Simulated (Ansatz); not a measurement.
**Geometry relaxation, with input and output: S (part 2 of 2)**

The same run, continued: S (2 atoms in the cell); DFT, PBE, PAW with Ansatz's default frozen-core files, scalar-relativistic, no spin polarisation (Ansatz 0.2.0); cutoff 420 eV, 13×13×13 k-mesh, Fermi–Dirac smearing of 0.05 eV. Its volume is 0.78 times that of the source entry. It belongs to a series of runs on one base structure; here: shape and atoms relaxed at 0.78 of the volume.

### The program's output, continued
```
SCF iter   1: F=—  HF=-1802.304388 eV  |F-HF|=—  |Δ(HF+E_count)|=         —  Δρ=4.97e-3  dr2=3.88e-3  ethr=3.69e-5  ⟨swp⟩=1.6  Hψ=19682  notcnv=0
preconditioner: auto → none  [metal: Δε(μ)=0.039 eV  Ē_g=12.766 eV  σ=0.050 eV  W_gap=0.19  n_scr=2 (ndim 8)  ℏωp=24.8 eV  f_vac=0.000  D(μ)=0.67/eV (n_scr^D=2)]
SCF iter   2: F=—  HF=-1802.303324 eV  |F-HF|=—  |Δ(HF+E_count)|=   1.06e-3  Δρ=2.00e-3  dr2=5.88e-4  ethr=3.23e-5  ⟨swp⟩=1.0  Hψ=2310  notcnv=0
SCF iter   3: F=—  HF=-1802.303155 eV  |F-HF|=—  |Δ(HF+E_count)|=   1.69e-4  Δρ=1.09e-4  dr2=1.31e-6  ethr=4.90e-6  ⟨swp⟩=1.5  Hψ=2957  notcnv=0
SCF iter   4: F=—  HF=-1802.303156 eV  |F-HF|=—  |Δ(HF+E_count)|=   7.57e-7  Δρ=2.55e-5  dr2=7.87e-8  ethr=1.09e-8  ⟨swp⟩=2.0  Hψ=3563  notcnv=0
iter 5 did not close the SCF: its close was put off for the readings that it lacked (scf_convergence_deferred on its scf_iter line)
SCF iter   5: F=-1802.303156 eV  HF=-1802.303156 eV  |F-HF|=2.74e-10  |Δ(HF+E_count)|=   4.61e-8  Δρ=1.79e-6  dr2=5.69e-10  ethr=6.56e-10  ⟨swp⟩=2.0  Hψ=3709  notcnv=0
SCF iter   6: F=-1802.303156 eV  HF=-1802.303156 eV  |F-HF|=1.05e-11  |Δ(HF+E_count)|=  1.88e-10  Δρ=4.30e-7  dr2=3.05e-11  ethr=4.74e-12  ⟨swp⟩=1.0  Hψ=6955  notcnv=0
SCF 7 converged in 6 iterations: F = -1802.303156 eV  dr2 = 3.05e-11
relax step   7: F+E_penalty+E_count = -1802.30315572 eV  Δ(F+E_penalty+E_count) = -1.283e-2 eV  max|allowed force component| = 1.077e-27 eV/Å  Δτ_max = 0.0000 Å  P = +30.413 GPa  Ω = 26.836 Å³  energy of the carried Pulay correction = +1.119e-6 eV  fix = [volume]  reactions: volume +30.413 GPa  (6 SCF iters, dr2 threshold 2.00e-7 eV, accepted)
iter 1 solved again at ethr=3.28e-7 eV; its pass at ethr=3.10e-3 eV (dr2=3.94e-5 eV) is discarded
SCF iter   1: F=—  HF=-1802.303157 eV  |F-HF|=—  |Δ(HF+E_count)|=         —  Δρ=6.19e-4  dr2=6.69e-5  ethr=3.28e-7  ⟨swp⟩=2.9  Hψ=18588  notcnv=0
eigensolver tolerance schedule calibrated: the retry pair's looser diagonalisation under-reported the residual by θ = 0.41 (0.10/decade); ethr = c·dr2/N_el runs at the constant in force after the calibration composes with the one it found (an armed cap, an earlier calibration), c = 9.3e-2
preconditioner: auto → none  [metal: Δε(μ)=0.015 eV  Ē_g=12.776 eV  σ=0.050 eV  W_gap=0.07  n_scr=8 (ndim 8)  ℏωp=24.8 eV  f_vac=0.000  D(μ)=0.66/eV (n_scr^D=2)]
SCF iter   2: F=—  HF=-1802.303134 eV  |F-HF|=—  |Δ(HF+E_count)|=   2.29e-5  Δρ=2.50e-4  dr2=1.00e-5  ethr=3.28e-7  ⟨swp⟩=2.0  Hψ=3697  notcnv=0
iter 3 did not close the SCF: its close was put off for the readings that it lacked (scf_convergence_deferred on its scf_iter line)
SCF iter   3: F=-1802.303132 eV  HF=-1802.303132 eV  |F-HF|=1.81e-8  |Δ(HF+E_count)|=   2.41e-6  Δρ=1.97e-5  dr2=3.89e-8  ethr=7.79e-8  ⟨swp⟩=2.0  Hψ=3703  notcnv=0
iter 4 did not close the SCF: its close was put off for the readings that it lacked (scf_convergence_deferred on its scf_iter line)
SCF iter   4: F=-1802.303132 eV  HF=-1802.303132 eV  |F-HF|=1.93e-10  |Δ(HF+E_count)|=   2.03e-8  Δρ=1.52e-6  dr2=2.54e-10  ethr=3.02e-10  ⟨swp⟩=2.0  Hψ=3711  notcnv=0
iter 5 did not close the SCF: its close was put off for the readings that it lacked (scf_convergence_deferred on its scf_iter line)
SCF iter   5: F=-1802.303132 eV  HF=-1802.303132 eV  |F-HF|=1.59e-12  |Δ(HF+E_count)|=  2.11e-10  Δρ=9.70e-8  dr2=6.26e-13  ethr=1.98e-12  ⟨swp⟩=2.0  Hψ=3707  notcnv=0
SCF iter   6: F=-1802.303132 eV  HF=-1802.303132 eV  |F-HF|=4.55e-13  |Δ(HF+E_count)|=  1.59e-12  Δρ=1.09e-8  dr2=9.19e-15  ethr=1.00e-12  ⟨swp⟩=1.0  Hψ=5544  notcnv=0
SCF 8 converged in 6 iterations: F = -1802.303132 eV  dr2 = 9.19e-15
relax step   8: F+E_penalty+E_count = -1802.30313207 eV  Δ(F+E_penalty+E_count) = +2.365e-5 eV  max|allowed force component| = 1.683e-29 eV/Å  Δτ_max = 0.0000 Å  P = +30.773 GPa  Ω = 26.836 Å³  energy of the carried Pulay correction = +1.054e-6 eV  fix = [volume]  (6 SCF iters, dr2 threshold 2.00e-7 eV, rejected (line search))
iter 1 solved again at ethr=9.52e-8 eV; its pass at ethr=3.10e-3 eV (dr2=1.14e-5 eV) is discarded
SCF iter   1: F=—  HF=-1802.303281 eV  |F-HF|=—  |Δ(HF+E_count)|=         —  Δρ=3.34e-4  dr2=1.92e-5  ethr=9.52e-8  ⟨swp⟩=3.1  Hψ=17977  notcnv=0
preconditioner: auto → none  [metal: Δε(μ)=0.018 eV  Ē_g=12.772 eV  σ=0.050 eV  W_gap=0.09  n_scr=8 (ndim 8)  ℏωp=24.8 eV  f_vac=0.000  D(μ)=0.66/eV (n_scr^D=2)]
SCF iter   2: F=—  HF=-1802.303273 eV  |F-HF|=—  |Δ(HF+E_count)|=   7.90e-6  Δρ=1.34e-4  dr2=2.85e-6  ethr=9.52e-8  ⟨swp⟩=2.0  Hψ=3693  notcnv=0
SCF iter   3: F=—  HF=-1802.303272 eV  |F-HF|=—  |Δ(HF+E_count)|=   1.50e-6  Δρ=1.05e-5  dr2=1.08e-8  ethr=2.37e-8  ⟨swp⟩=2.0  Hψ=3701  notcnv=0
SCF iter   4: F=—  HF=-1802.303271 eV  |F-HF|=—  |Δ(HF+E_count)|=   2.74e-8  Δρ=7.85e-7  dr2=7.78e-11  ethr=9.01e-11  ⟨swp⟩=2.0  Hψ=3710  notcnv=0
iter 5 did not close the SCF: its close was put off for the readings that it lacked (scf_convergence_deferred on its scf_iter line)
SCF iter   5: F=-1802.303271 eV  HF=-1802.303271 eV  |F-HF|=9.09e-13  |Δ(HF+E_count)|=  3.64e-11  Δρ=6.52e-8  dr2=4.25e-13  ethr=1.00e-12  ⟨swp⟩=2.0  Hψ=3589  notcnv=0
SCF iter   6: F=-1802.303271 eV  HF=-1802.303271 eV  |F-HF|=9.09e-13  |Δ(HF+E_count)|=  9.09e-13  Δρ=9.69e-9  dr2=5.72e-15  ethr=1.00e-12  ⟨swp⟩=1.3  Hψ=5653  notcnv=0
SCF 9 converged in 6 iterations: F = -1802.303271 eV  dr2 = 5.72e-15
relax step   9: F+E_penalty+E_count = -1802.30327148 eV  Δ(F+E_penalty+E_count) = -1.158e-4 eV  max|allowed force component| = 0.000e0 eV/Å  Δτ_max = 0.0000 Å  P = +30.583 GPa  Ω = 26.836 Å³  energy of the carried Pulay correction = +1.088e-6 eV  fix = [volume]  reactions: volume +30.583 GPa  (6 SCF iters, accepted)
Initial wavefunctions: pseudopotential atomic-orbital guess (no wavefunctions were taken with the density)
iter 1 solved again at ethr=4.29e-8 eV; its pass at ethr=3.10e-3 eV (dr2=5.14e-6 eV) is discarded
SCF iter   1: F=—  HF=-1802.304019 eV  |F-HF|=—  |Δ(HF+E_count)|=         —  Δρ=1.40e-4  dr2=4.90e-7  ethr=4.29e-8  ⟨swp⟩=3.0  Hψ=23342  notcnv=0
preconditioner: auto → none  [metal: Δε(μ)=0.018 eV  Ē_g=12.771 eV  σ=0.050 eV  W_gap=0.09  n_scr=8 (ndim 8)  ℏωp=24.8 eV  f_vac=0.000  D(μ)=0.66/eV (n_scr^D=2)]
SCF iter   2: F=—  HF=-1802.304019 eV  |F-HF|=—  |Δ(HF+E_count)|=   3.47e-7  Δρ=7.14e-5  dr2=1.27e-7  ethr=4.08e-9  ⟨swp⟩=2.5  Hψ=3764  notcnv=0
iter 3 did not close the SCF: its close was put off for the readings that it lacked (scf_convergence_deferred on its scf_iter line)
SCF iter   3: F=-1802.304020 eV  HF=-1802.304020 eV  |F-HF|=2.16e-10  |Δ(HF+E_count)|=   1.09e-6  Δρ=1.42e-6  dr2=1.26e-10  ethr=1.06e-9  ⟨swp⟩=2.0  Hψ=3695  notcnv=0
iter 4 did not close the SCF: its close was put off for the readings that it lacked (scf_convergence_deferred on its scf_iter line)
SCF iter   4: F=-1802.304020 eV  HF=-1802.304020 eV  |F-HF|=1.05e-11  |Δ(HF+E_count)|=  2.22e-10  Δρ=3.49e-7  dr2=6.71e-12  ethr=1.05e-12  ⟨swp⟩=2.1  Hψ=3650  notcnv=0
iter 5 did not close the SCF: its close was put off for the readings that it lacked (scf_convergence_deferred on its scf_iter line)
SCF iter   5: F=-1802.304020 eV  HF=-1802.304020 eV  |F-HF|=1.59e-12  |Δ(HF+E_count)|=  8.87e-12  Δρ=2.62e-8  dr2=8.11e-14  ethr=1.00e-12  ⟨swp⟩=1.0  Hψ=2310  notcnv=0
iter 6 did not close the SCF: its close was put off for the readings that it lacked (scf_convergence_deferred on its scf_iter line)
SCF iter   6: F=-1802.304020 eV  HF=-1802.304020 eV  |F-HF|=6.82e-13  |Δ(HF+E_count)|=  1.14e-12  Δρ=3.29e-9  dr2=1.43e-15  ethr=1.00e-12  ⟨swp⟩=1.0  Hψ=2310  notcnv=0
SCF iter   7: F=-1802.304020 eV  HF=-1802.304020 eV  |F-HF|=2.27e-13  |Δ(HF+E_count)|=    0.00e0  Δρ=3.30e-10  dr2=1.21e-17  ethr=1.00e-12  ⟨swp⟩=1.0  Hψ=5544  notcnv=0
SCF 10 converged in 7 iterations: F = -1802.304020 eV  dr2 = 1.21e-17
  greatest PAW one-centre occupation: 0.891 electrons in one spin orbital (limit 2), on the S atom at site 1 (counted from 0), in its partial waves of l = 0
relax step  10: F+E_penalty+E_count = -1802.30402016 eV  Δ(F+E_penalty+E_count) = -7.487e-4 eV  max|allowed force component| = 0.000e0 eV/Å  Δτ_max = 0.0000 Å  P = +30.627 GPa  Ω = 26.836 Å³  fix = [volume]  reactions: volume +30.627 GPa  stress off target by 8.13e-2 GPa on what of the cell is left free  SCF on the basis re-selected at this cell (its energy is not comparable with the rows above)  (7 SCF iters)
```

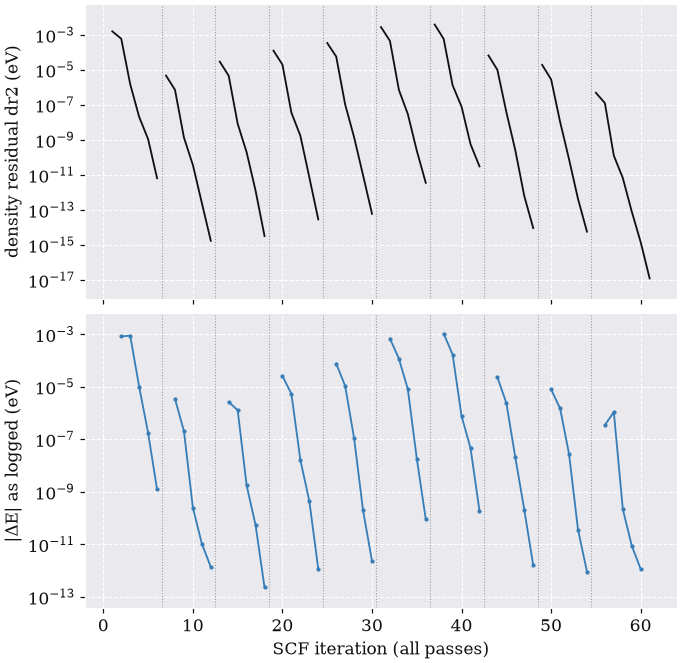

*Convergence of the self-consistent field: density residual dr2 and size of the energy change against the SCF iteration. The dotted lines part the SCF passes of the relaxation: geometry steps, rejected trials and re-solves on a re-selected basis.*

The 10 passes take 6 to 7 iterations each, 61 in all.

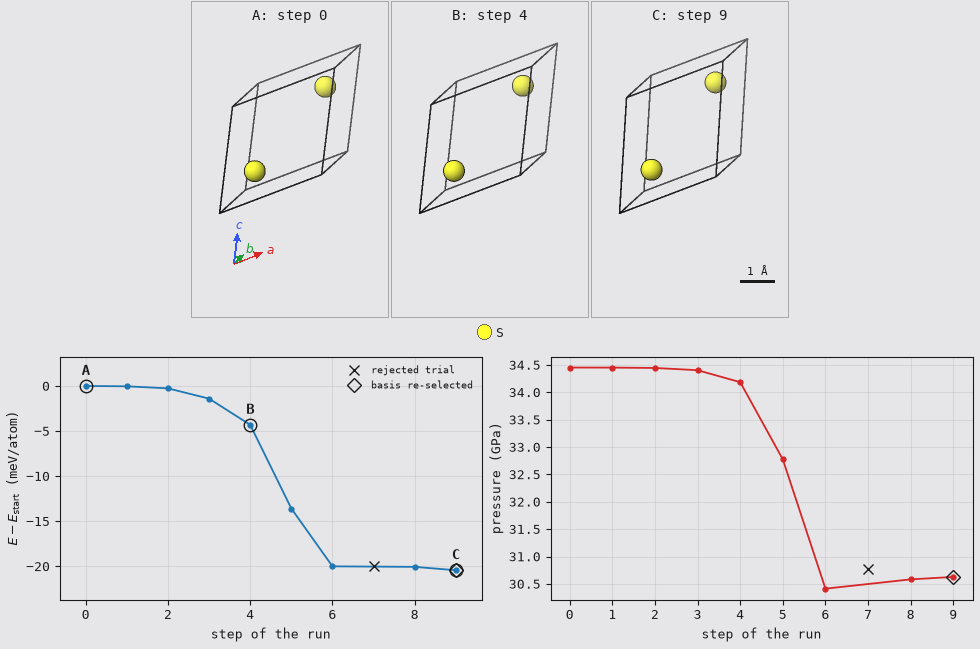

*Frames of the relaxation (ball-and-stick view of the reduced cell, seen slightly off an axis) above the curves, on which the letters mark them (the first geometry is step 0 here and step 1 in the log).*

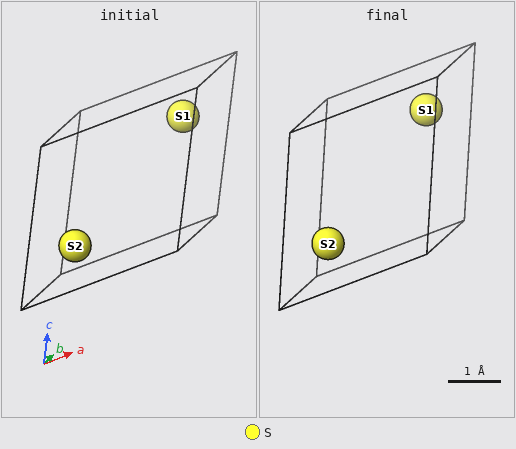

*Before (left) and after (right) the relaxation, at one scale (ball-and-stick view of the reduced cell, seen slightly off an axis).*

No atom moves by more than 0.005 Å relative to the cell. The drawn cell changes at constant volume: a = b 3.359 → 3.174 Å (−5.5 %), c 3.362 → 3.580 Å (+6.5 %), α 60.0° → 63.7°, β 60.0° → 63.7°. Distances before and after: S1–S2 2.376 → 2.392 Å. Among the angles that change: S2–S1–S2 90.0° → 83.1°, S2–S1–S2 90.0° → 96.9°. The space group (tolerance 0.01 Å) goes from Pm-3m (No. 221) to R-3m (No. 166). After 8 geometry steps the energy has fallen by 20.1 meV per atom. All forces vanish by symmetry, so only the cell relaxes. Pressure: 34.45 GPa at the start and 30.63 GPa at the end. The line search rejected the trial step at point 7 (counted from 0) and went back. A last SCF at the same geometry on a re-selected plane-wave basis shifts the energy by −0.4 meV per atom. (Atoms are counted from 1 in the order of the input.)

```
basis re-selected at this cell: Δ(F+E_penalty+E_count) = -7.487e-4 eV, ΔP = +0.044 GPa vs the last step (what re-selecting the basis moved, of the pressure what is left beyond the Pulay correction that the steps carried, after the strain that the cell walked since its last selection, with what the two solves' SCF thresholds leave and, on support functions, any second-order correction that the steps lacked; it is no measure of the basis error at this ecutwfc). This SCF's stress stands 8.13e-2 GPa from its target on what of the cell is left free (relax.cell.stress_tol is 1.30e-1 GPa) and its largest allowed force component is 0.00e0 eV/Å (relax.f_tol is 5.00e-3 eV/Å): within both
SCF converged after 7 iterations
Free energy (F): -1802.304020 eV
Harris-Foulkes:  -1802.304020 eV  (|F-HF|=2.27e-13)
Internal energy: -1802.298610 eV  (E = F + TS)
E sigma→0 (E₀):  -1802.301315 eV
Entropy (-TS):   -0.005411 eV (-2.705 meV/atom)
Fermi energy:    12.709066 eV
--- Per-component energies (eV) ---
  E_band       = 54.846115
  E_kinetic    = 219.405359
  E_local      = -91.669472  (includes V_loc(G=0)·N_el)
  E_nonlocal   = 59.383421
  E_hartree    = 28.056582
  E_xc         = -196.639506
  E_vxc        = -178.326754  (∫ρ·V_xc dr)
  E_paw        = -1200.525334  (= ΣΔE_a)
  E_vpaw       = -10.059605  (= ΣTr[D̂ρ^β])
  E_aug_tail   = 0.000003  (compensation charges beyond the density's cutoff)
  E_ewald      = -620.309662
  E_smearing   = -0.005411  (= −TS)
  E_closure    = 0.000000  (closes the sum)
  Σ components = -1802.304020   (vs F -1802.304020, Δ=0.00e0)
--- Forces (eV/Å), atoms counted from 1 ---
  atom   1  S      0.00000000     0.00000000     0.00000000
  atom   2  S      0.00000000     0.00000000     0.00000000
  max |Σ_I F_I| component: 0.00e0 eV/Å
--- Stress (GPa, compression-positive) ---
       30.586609       0.000000       0.000000
       -0.000000      30.586609       0.000000
        0.000000       0.000000      30.708557
  P = ⅓ Tr σ = 30.6273 GPa (306.273 kbar)
--- Relaxed structure (9 steps of the walk, 8 accepted, 1 SCFs on fresh bases) ---
  F+E_penalty+E_count = -1802.30402016 eV   max|allowed force component| = 0.000e0 eV/Å   (the final SCF, on the basis selected at the relaxed cell)
  cell:  # Å, volume = 26.8364 Å³
    - [1.5872408227591221, -0.9163939162887424, 3.075015259387371]
    - [5.924212709211349e-18, 1.8327878325774845, 3.075015259387371]
    - [-1.5872408227591221, -0.9163939162887424, 3.075015259387371]
  atoms:
    - { symbol: S, position: [0.24999999999999994, 0.24999999999999997, 0.24999999999999994] }
    - { symbol: S, position: [-0.24999999999999994, -0.24999999999999997, -0.24999999999999994] }
```

### Trajectory as extended XYZ (Å, eV, eV/Å), 10 frames, from step=1 to step=10
```
2
Lattice="1.6797 -0.9698 2.7459 0.0000 1.9395 2.7459 -1.6797 -0.9698 2.7459" Properties=species:S:1:pos:R:3:forces:R:3 step=1 energy=-1802.26315 pressure_GPa=34.45
S     0.0000    0.0000    2.0594    0.0000   0.0000   0.0000
S     0.0000    0.0000   -2.0594    0.0000   0.0000   0.0000
2
Lattice="1.6787 -0.9692 2.7490 0.0000 1.9384 2.7490 -1.6787 -0.9692 2.7490" Properties=species:S:1:pos:R:3:forces:R:3 step=2 energy=-1802.26322 pressure_GPa=34.45
S     0.0000    0.0000    2.0618    0.0000   0.0000   0.0000
S     0.0000    0.0000   -2.0618    0.0000   0.0000   0.0000
2
Lattice="1.6762 -0.9678 2.7571 0.0000 1.9356 2.7571 -1.6762 -0.9678 2.7571" Properties=species:S:1:pos:R:3:forces:R:3 step=3 energy=-1802.26368 pressure_GPa=34.44
S     0.0000    0.0000    2.0679    0.0000   0.0000   0.0000
S     0.0000    0.0000   -2.0679    0.0000   0.0000   0.0000
2
Lattice="1.6703 -0.9643 2.7769 0.0000 1.9287 2.7769 -1.6703 -0.9643 2.7769" Properties=species:S:1:pos:R:3:forces:R:3 step=4 energy=-1802.26596 pressure_GPa=34.40
S     0.0000    0.0000    2.0827    0.0000   0.0000   0.0000
S     0.0000    0.0000   -2.0827    0.0000   0.0000   0.0000
2
Lattice="1.6565 -0.9564 2.8231 0.0000 1.9128 2.8231 -1.6565 -0.9564 2.8231" Properties=species:S:1:pos:R:3:forces:R:3 step=5 energy=-1802.27177 pressure_GPa=34.19
S     0.0000    0.0000    2.1173    0.0000   0.0000   0.0000
S     0.0000    0.0000   -2.1173    0.0000   0.0000   0.0000
2
Lattice="1.6221 -0.9365 2.9443 0.0000 1.8730 2.9443 -1.6221 -0.9365 2.9443" Properties=species:S:1:pos:R:3:forces:R:3 step=6 energy=-1802.29033 pressure_GPa=32.77
S     0.0000    0.0000    2.2083    0.0000   0.0000   0.0000
S     0.0000    0.0000   -2.2083    0.0000   0.0000   0.0000
2
Lattice="1.5849 -0.9150 3.0843 0.0000 1.8300 3.0843 -1.5849 -0.9150 3.0843" Properties=species:S:1:pos:R:3:forces:R:3 step=7 energy=-1802.30316 pressure_GPa=30.41
S     0.0000    0.0000    2.3132    0.0000   0.0000   0.0000
S     0.0000    0.0000   -2.3132    0.0000   0.0000   0.0000
2
Lattice="1.5899 -0.9179 3.0647 0.0000 1.8359 3.0647 -1.5899 -0.9179 3.0647" Properties=species:S:1:pos:R:3:forces:R:3 step=8 energy=-1802.30313 pressure_GPa=30.77 accepted=F
S     0.0000    0.0000    2.2985    0.0000   0.0000   0.0000
S     0.0000    0.0000   -2.2985    0.0000   0.0000   0.0000
2
Lattice="1.5872 -0.9164 3.0750 0.0000 1.8328 3.0750 -1.5872 -0.9164 3.0750" Properties=species:S:1:pos:R:3:forces:R:3 step=9 energy=-1802.30327 pressure_GPa=30.58
S     0.0000    0.0000    2.3063    0.0000   0.0000   0.0000
S     0.0000    0.0000   -2.3063    0.0000   0.0000   0.0000
2
Lattice="1.5872 -0.9164 3.0750 0.0000 1.8328 3.0750 -1.5872 -0.9164 3.0750" Properties=species:S:1:pos:R:3:forces:R:3 step=10 energy=-1802.30402 pressure_GPa=30.63
S     0.0000    0.0000    2.3063    0.0000   0.0000   0.0000
S     0.0000    0.0000   -2.3063    0.0000   0.0000   0.0000
```

The run was set up as follows.

### Input file
```yaml
crystal:
  lattice:
    - [1.6796763874, -0.9697616144, 2.7458808649]
    - [0.0, 1.9395232288, 2.7458808649]
    - [-1.6796763874, -0.9697616144, 2.7458808649]
  atoms:
    - { symbol: S, position: [0.2499983179, 0.2499983179, 0.2499983179] }
    - { symbol: S, position: [-0.2499983179, -0.2499983179, -0.2499983179] }
kpoints:
  mp_grid: { grid: [13, 13, 13] }
scf:
  occupations: { method: fermi_dirac, width: 0.05 }
hamiltonian:
  xc: pbe
  pseudopotentials: { kind: paw }
output:
  forces: true
  stress: true
relax:
  f_tol: 0.005
  max_steps: 30
  cell: { stress_tol: 0.13, fix: [volume] }
```

Launch command:
```bash
ansatz run input.yaml --threads 1 --pin off --max-ram 2048MiB --backend cpu --events-out ev --progress --plain --runs-dir out
```

### Summary

```tsv
quantity	value
outcome	converged
space group (tolerance 0.01 Å)	Pm-3m (221) → R-3m (166)
electrons treated	12
free energy	−1802.3040 eV
Fermi energy	12.709 eV
pressure	30.63 GPa
final volume	26.84 Å³
largest force (length of the vector) at the end	under 0.001 eV/Å
final cell	a = 3.580 Å, b = 3.580 Å, c = 3.580 Å, α = 52.64°, β = 52.64°, γ = 52.64°
hardware	1 thread of Intel Xeon (Sapphire Rapids), 32 GiB of memory available, shared host
wall time	22 s
peak memory	0.4 GiB
```

### Remarks

The program warns: the structure was made exactly symmetric. The cell is under a pressure of 31 GPa at this level, so it is not at its equilibrium volume.
